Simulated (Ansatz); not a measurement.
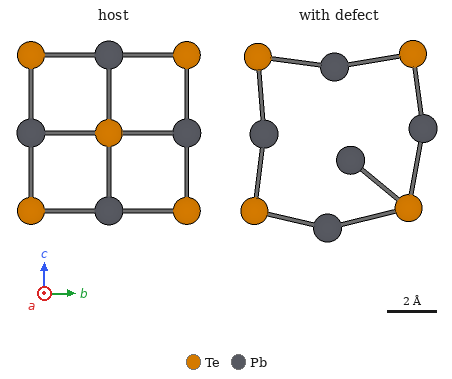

Left: perfect TePb. Right: the same region with one point defect, after relaxing the atoms in a supercell of 64 sites. Style: ball-and-stick. Shown: the atoms within 6.0 Å of one point, in a slice 5.0 Å thick across the line of sight, along the a axis.

Method: DFT, PBEsol, PAW, plane waves in Ansatz 0.2.0. Settings: plane-wave cutoff 420 eV; k-point mesh 1 × 1 × 1; mesh shifted by (0.25, 0.25, 0.25); no spin polarisation. Fermi-Dirac smearing of 0.01 eV. A uniform background neutralises the charged cell. The axes drawn are those of the host's conventional cell.

> What kind of defect was made?

A tellurium atom is replaced by lead.

The charge state of the cell is +2.

> How does the lattice respond?

In the host the Te atom has 6 Pb at 3.22 Å; the Pb atom ends with 3 Pb at 3.11 to 3.31 Å, 2 Te at 3.17 Å. Of the host's atoms, a lead atom moves furthest from its site, by 0.84 Å. The Pb atom itself moves 1.45 Å from where it was put.

Limits of the set-up: the cell is charged, on a uniform background, and energies carry no finite-size correction.
